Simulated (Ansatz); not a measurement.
# Single-point calculation, with input and output: Hf₃₂O₆₄

Hf₃₂O₆₄ (96 atoms in the cell), computed with DFT, PBE0, PAW, plane waves (Ansatz 0.2.0).

The structure was built on a prototype by a generator. The run did not end well.

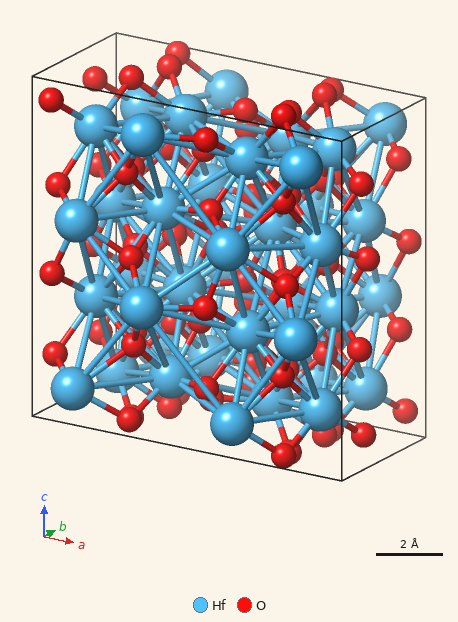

**Figure 1.** The structure (ball-and-stick view of the cell of the calculation, seen slightly off an axis).

**The input**
```yaml
crystal:
  lattice:
    - [9.988193, 0.000000, -0.027559]
    - [0.000000, 10.145992, 0.000000]
    - [-1.730651, 0.000000, 10.398275]
  atoms:
    - { symbol: Hf, position: [0.125103, 0.021985, 0.102052] }
    - { symbol: Hf, position: [0.136019, 0.027630, 0.597852] }
    - { symbol: Hf, position: [0.132463, 0.524697, 0.090811] }
    - { symbol: Hf, position: [0.123555, 0.521099, 0.591462] }
    - { symbol: Hf, position: [0.641241, 0.016327, 0.097173] }
    - { symbol: Hf, position: [0.626870, 0.017814, 0.607863] }
    - { symbol: Hf, position: [0.628931, 0.533047, 0.101918] }
    - { symbol: Hf, position: [0.643074, 0.518575, 0.619705] }
    - { symbol: Hf, position: [0.373064, 0.274447, 0.152431] }
    - { symbol: Hf, position: [0.350022, 0.273793, 0.643724] }
    - { symbol: Hf, position: [0.362514, 0.777412, 0.143498] }
    - { symbol: Hf, position: [0.364734, 0.772614, 0.650394] }
    - { symbol: Hf, position: [0.860708, 0.260656, 0.149989] }
    - { symbol: Hf, position: [0.855474, 0.285287, 0.630148] }
    - { symbol: Hf, position: [0.866631, 0.775205, 0.147284] }
    - { symbol: Hf, position: [0.859988, 0.779314, 0.639104] }
    - { symbol: Hf, position: [0.363185, 0.478657, 0.386593] }
    - { symbol: Hf, position: [0.363224, 0.488294, 0.891266] }
    - { symbol: Hf, position: [0.359059, 0.979017, 0.390424] }
    - { symbol: Hf, position: [0.360285, 0.986398, 0.898125] }
    - { symbol: Hf, position: [0.857072, 0.469045, 0.415915] }
    - { symbol: Hf, position: [0.848628, 0.471036, 0.888196] }
    - { symbol: Hf, position: [0.854109, 0.990206, 0.390112] }
    - { symbol: Hf, position: [0.872079, 0.985811, 0.900162] }
    - { symbol: Hf, position: [0.141597, 0.238720, 0.350185] }
    - { symbol: Hf, position: [0.147142, 0.218169, 0.853734] }
    - { symbol: Hf, position: [0.130996, 0.726219, 0.362040] }
    - { symbol: Hf, position: [0.157144, 0.728739, 0.846879] }
    - { symbol: Hf, position: [0.638708, 0.216907, 0.342454] }
    - { symbol: Hf, position: [0.631404, 0.228237, 0.850522] }
    - { symbol: Hf, position: [0.637296, 0.725079, 0.361520] }
    - { symbol: Hf, position: [0.626043, 0.742769, 0.849147] }
    - { symbol: O, position: [0.027383, 0.173124, 0.166394] }
    - { symbol: O, position: [0.037322, 0.170625, 0.666448] }
    - { symbol: O, position: [0.039463, 0.662602, 0.169874] }
    - { symbol: O, position: [0.032496, 0.673777, 0.659553] }
    - { symbol: O, position: [0.520932, 0.155598, 0.160394] }
    - { symbol: O, position: [0.529673, 0.170356, 0.682752] }
    - { symbol: O, position: [0.538502, 0.656345, 0.175371] }
    - { symbol: O, position: [0.534749, 0.663362, 0.665018] }
    - { symbol: O, position: [0.463546, 0.425189, 0.084888] }
    - { symbol: O, position: [0.478454, 0.422049, 0.580464] }
    - { symbol: O, position: [0.462752, 0.920342, 0.068861] }
    - { symbol: O, position: [0.473081, 0.920323, 0.572597] }
    - { symbol: O, position: [0.958467, 0.411557, 0.074775] }
    - { symbol: O, position: [0.969762, 0.414928, 0.594658] }
    - { symbol: O, position: [0.956118, 0.916539, 0.080044] }
    - { symbol: O, position: [0.968648, 0.913816, 0.581812] }
    - { symbol: O, position: [0.450694, 0.338222, 0.323049] }
    - { symbol: O, position: [0.465746, 0.329984, 0.831732] }
    - { symbol: O, position: [0.463980, 0.840382, 0.318432] }
    - { symbol: O, position: [0.466248, 0.839118, 0.829288] }
    - { symbol: O, position: [0.967572, 0.330185, 0.338052] }
    - { symbol: O, position: [0.970574, 0.338289, 0.824998] }
    - { symbol: O, position: [0.962040, 0.826231, 0.332679] }
    - { symbol: O, position: [0.957920, 0.832815, 0.833547] }
    - { symbol: O, position: [0.045474, 0.070214, 0.419910] }
    - { symbol: O, position: [0.042124, 0.071498, 0.929571] }
    - { symbol: O, position: [0.040487, 0.569648, 0.440032] }
    - { symbol: O, position: [0.046613, 0.576183, 0.928023] }
    - { symbol: O, position: [0.540690, 0.065442, 0.412482] }
    - { symbol: O, position: [0.539421, 0.080019, 0.906156] }
    - { symbol: O, position: [0.529292, 0.576492, 0.426513] }
    - { symbol: O, position: [0.530614, 0.579358, 0.927272] }
    - { symbol: O, position: [0.228477, 0.379134, 0.246722] }
    - { symbol: O, position: [0.218057, 0.391707, 0.722666] }
    - { symbol: O, position: [0.219427, 0.883790, 0.235876] }
    - { symbol: O, position: [0.228105, 0.874187, 0.746654] }
    - { symbol: O, position: [0.714954, 0.394445, 0.223755] }
    - { symbol: O, position: [0.723948, 0.384872, 0.739121] }
    - { symbol: O, position: [0.730656, 0.872428, 0.245961] }
    - { symbol: O, position: [0.733272, 0.869651, 0.729437] }
    - { symbol: O, position: [0.279195, 0.128025, 0.026603] }
    - { symbol: O, position: [0.288253, 0.114845, 0.506523] }
    - { symbol: O, position: [0.275761, 0.617840, 0.002033] }
    - { symbol: O, position: [0.287202, 0.638202, 0.507511] }
    - { symbol: O, position: [0.773788, 0.141807, 0.012985] }
    - { symbol: O, position: [0.785727, 0.129795, 0.515893] }
    - { symbol: O, position: [0.773389, 0.629005, 0.012118] }
    - { symbol: O, position: [0.781449, 0.621637, 0.519054] }
    - { symbol: O, position: [0.293802, 0.124893, 0.249517] }
    - { symbol: O, position: [0.271121, 0.115148, 0.753948] }
    - { symbol: O, position: [0.286512, 0.621281, 0.250608] }
    - { symbol: O, position: [0.268180, 0.619261, 0.761927] }
    - { symbol: O, position: [0.775655, 0.117536, 0.251656] }
    - { symbol: O, position: [0.775325, 0.130226, 0.761980] }
    - { symbol: O, position: [0.777621, 0.620242, 0.253231] }
    - { symbol: O, position: [0.764303, 0.638855, 0.761479] }
    - { symbol: O, position: [0.229328, 0.382840, 0.496315] }
    - { symbol: O, position: [0.220517, 0.368952, 0.991918] }
    - { symbol: O, position: [0.230819, 0.863621, 0.506614] }
    - { symbol: O, position: [0.233053, 0.871826, 0.000409] }
    - { symbol: O, position: [0.706834, 0.388316, 0.482876] }
    - { symbol: O, position: [0.731029, 0.364637, 0.986371] }
    - { symbol: O, position: [0.717804, 0.856736, 0.489911] }
    - { symbol: O, position: [0.724076, 0.890197, 0.984046] }
kpoints:
  mp_grid: { grid: [1, 1, 1] }
hamiltonian:
  xc: pbe0
scf:
  occupations: { method: fermi_dirac, width: 0.01 }
output:
  forces: true
  eigenvalues: true
  populations: true
  eigenstates: { kpoints: [[0, 0, 0]], e_range: [-6.0, 6.0], localisation: true }
```

Run as:
```bash
ansatz run in.yaml --threads 7 --pin off --max-ram 13300MiB --runs-dir r --events-out ev --progress --plain
```

**What the program printed**
```
nv=0
SCF iter   4: F=—  HF=-539488.459738 eV  |F-HF|=—  |Δ(HF+E_count)|=   1.15e-5  Δρ=1.50e-5  dr2=1.26e-6  ethr=1.88e-10  ⟨swp⟩=6.0  Hψ=2383  notcnv=0  defer=3
SCF iter   5: F=—  HF=-539488.459738 eV  |F-HF|=—  |Δ(HF+E_count)|=   2.64e-7  Δρ=4.35e-6  dr2=2.82e-7  ethr=1.01e-10  ⟨swp⟩=4.0  Hψ=1844  notcnv=0
SCF iter   6: F=-539488.459738 eV  HF=-539488.459738 eV  |F-HF|=9.31e-10  |Δ(HF+E_count)|=   6.43e-8  Δρ=1.51e-6  dr2=3.05e-8  ethr=2.03e-11  ⟨swp⟩=4.0  Hψ=1581  notcnv=0
SCF 3 converged in 6 iterations: F = -539488.459738 eV  dr2 = 3.05e-8
  Residual-converged pass: ⟨swp⟩=3.0  Hψ=1348  notcnv=0  max |occ|·‖R‖ = 4.4e-6 eV (tolerance 5.5e-6 eV)  dr2=3.09e-8  dr2_onsite=1.15e-9  max |Δocc| = 0.0e0
  greatest PAW one-centre occupation: 1.003 electrons in one spin orbital (limit 2), on the Hf atom at site 8 (counted from 0), in its partial waves of l = 0
hybrid outer 2: dexx = +9.173e-5 eV, tail = 2.53e-6 eV, Δε = 1.15e-2 eV (about 3.50e-4 eV left of the loop's levels), ΔF = 1.82e-2 eV/Å (tail 2.90e-3)
SCF iter   1: F=—  HF=-539488.459735 eV  |F-HF|=—  |Δ(HF+E_count)|=         —  Δρ=4.68e-6  dr2=1.43e-7  ethr=1.04e-9  ⟨swp⟩=18.0  Hψ=2002  notcnv=0
preconditioner: auto → none  [insulator: Δε(μ)=5.199 eV  Ē_g=22.231 eV  σ=0.010 eV  W_gap=1.00  n_scr=398 (ndim 8)  ℏωp=38.8 eV  f_vac=0.077  D(μ)=0.00/eV (n_scr^D=0)]
SCF iter   2: F=-539488.459735 eV  HF=-539488.459735 eV  |F-HF|=4.66e-9  |Δ(HF+E_count)|=   3.86e-8  Δρ=1.34e-6  dr2=1.16e-8  ethr=2.16e-11 (applied; sched 1.02e-11)  ⟨swp⟩=4.0  Hψ=1919  notcnv=0
SCF 4 converged in 2 iterations: F = -539488.459735 eV  dr2 = 1.16e-8
  Residual-converged pass: ⟨swp⟩=2.0  Hψ=1338  notcnv=0  max |occ|·‖R‖ = 2.7e-6 eV (tolerance 5.5e-6 eV)  dr2=1.15e-8  dr2_onsite=1.19e-9  max |Δocc| = 0.0e0
hybrid outer 3: dexx = +4.784e-8 eV, tail = 2.96e-8 eV, Δε = 1.07e-4 eV (about 1.89e-5 eV left of the loop's levels), ΔF = 5.36e-4 eV/Å (tail 5.95e-4)
NSCF: frozen V_eff on 1 k-points
```

**What the run reported**

| quantity | value |
| --- | --- |
| outcome | stopped at the time limit |
| space group (tolerance 0.01 Å) | P1 (1) |
| hardware | 7 threads of Arm Neoverse-V2, 14 GiB of memory available, shared host |
| wall time | 38 min (CPU time 4.1 h) |

**What went wrong**

The run was cut off by its time limit, so the output is incomplete.
